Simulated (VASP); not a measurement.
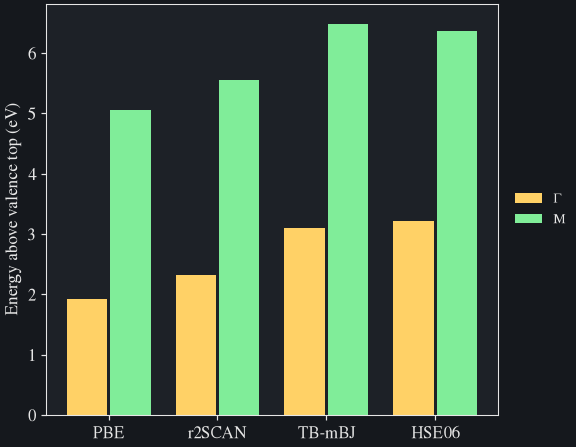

Lowest conduction level at each named k point, counted from the valence-band top at Γ, by several methods on one cell of wurtzite GaN, space group P6_3mc, 4 atoms in the cell; a = 3.189 Å, c = 5.185 Å (hexagonal axes). All runs are without spin-orbit coupling and carry no moments. The cell is at 6 GPa in PBE.

Question: Does HSE06 shift these levels rigidly from PBE?

Answer: The shifts are +1.29 eV at Γ and +1.31 eV at M: a spread of 0.02 eV on a mean of 1.30 eV, so one shift describes them well.

Question: How do the methods rank at Γ?

Answer: From low to high: PBE 1.92, r2SCAN 2.32, TB-mBJ 3.10, HSE06 3.21 eV.

Question: Do the methods agree on which of these conduction levels is lowest?

Answer: Yes: all put it at Γ.

```
method  program  Γ (eV)  M (eV)
   PBE     VASP    1.92    5.06
r2SCAN     VASP    2.32    5.56
TB-mBJ     VASP    3.10    6.49
 HSE06     VASP    3.21    6.37
```

Settings. PBE: VASP PAW PBE potentials, release 64 (Ga_d, N), 8×8×5 k mesh, 520 eV cutoff, Fermi-Dirac smearing of 0.05 eV (VASP). r2SCAN: VASP PAW PBE potentials, release 64 (Ga_d, N), 8×8×5 k mesh, 520 eV cutoff, Fermi-Dirac smearing of 0.05 eV (VASP). TB-mBJ: VASP PAW PBE potentials, release 64 (Ga_d, N), 8×8×5 k mesh, 520 eV cutoff, Fermi-Dirac smearing of 0.05 eV (VASP). HSE06: VASP PAW PBE potentials, release 64 (Ga_d, N), 6×6×4 k mesh, 520 eV cutoff, Fermi-Dirac smearing of 0.05 eV (VASP 6.6.1).

These are four of the 6 methods that were run on this cell. r2SCAN, TB-mBJ and HSE06: the PAW data sets were made with another functional. LDA, GGA and most meta-GGA functionals understate gaps. TB-mBJ: this is a model potential built to give gaps, with no total energy. HSE06: the k mesh is thin for exact exchange.
